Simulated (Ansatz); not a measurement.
System: GePt.

Space group Pnma; the calculation finds a residual pressure of about 8 GPa at this fixed cell.

The calculation's input:

```
crystal:
  lattice:
    - [5.719, 0.0, 0.0]
    - [0.0, 3.697, 0.0]
    - [0.0, 0.0, 6.084]
  atoms:
    - { symbol: Ge, position: [0.185, 0.25, 0.59] }
    - { symbol: Ge, position: [0.315, 0.75, 0.09] }
    - { symbol: Ge, position: [0.685, 0.25, 0.91] }
    - { symbol: Ge, position: [0.815, 0.75, 0.41] }
    - { symbol: Pt, position: [0.9995, 0.25, 0.1908] }
    - { symbol: Pt, position: [0.5005, 0.75, 0.6908] }
    - { symbol: Pt, position: [0.4995, 0.25, 0.3092] }
    - { symbol: Pt, position: [0.0005, 0.75, 0.8092] }
basis:
  ecutwfc: 500
  fft_grid_basis: typed
kpoints:
  mp_grid: { grid: [6, 10, 6] }
hamiltonian:
  xc: pbe
  pseudopotentials: { kind: paw }
scf:
  occupations: { method: gaussian, width: 0.05 }
output:
  forces: true
  stress: true
  eigenvalues: true
  bader: true
  write_density: true
  volumetric_format: npy
  elf: true
```

Launched as:

```sh
ansatz run input.yaml --threads 2 --pin off --max-ram 4096MiB --backend cpu --events-out ev --progress --plain --runs-dir out
```

The picture shows the conventional cell (a = 5.72 Å, b = 3.70 Å, c = 6.08 Å, α = 90.00°, β = 90.00°, γ = 90.00°).

Method: DFT PBE, scalar-relativistic, plane waves, PAW (Ansatz).

Q: What will a map of ρ − Σ ρ(atoms) show?

A: Ge–Pt (2.48 Å): Δρ is +0.09 e/Å³ at the midpoint, where it peaks: a build-up of bond charge.
Pt–Pt (2.95 Å): Δρ is +0.03 e/Å³ at the midpoint.
Ge–Ge (3.02 Å): Δρ is +0.014 e/Å³ at the midpoint.
Over the whole cell, outside the masked cores, the largest gain, 0.09 e/Å³, lies 1.2 Å from a germanium nucleus and 1.3 Å from a platinum one, and the largest loss lies at the edge of the masked core of Pt.
In all about 0.25 e an atom is rearranged against the free atoms.
Bader charges: Ge +0.63 and Pt −0.63 e. Among metals such charges hang on how the charge between the atoms is shared out.

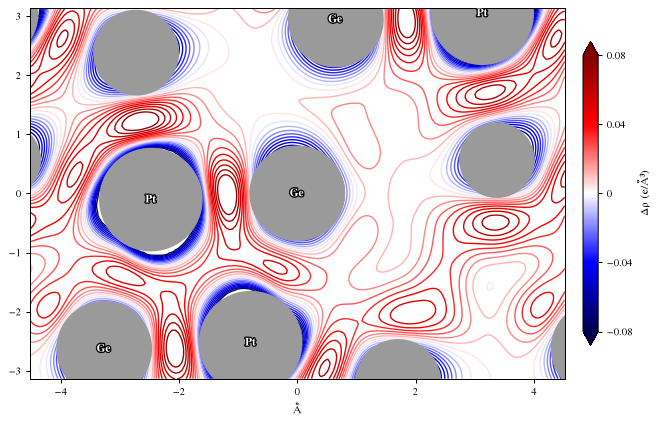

Computed deformation density: a map on the (111) plane of the conventional cell, with grey discs over the atomic cores.

Cores are masked to 0.8 Å (Ge) and 0.9 Å (Pt).

Core electrons are frozen (PAW), so the fields are smoothed inside the atomic spheres.

The run took 2.4 min on 2 threads of Arm Neoverse N1, on a shared host, peak memory 1 GiB.
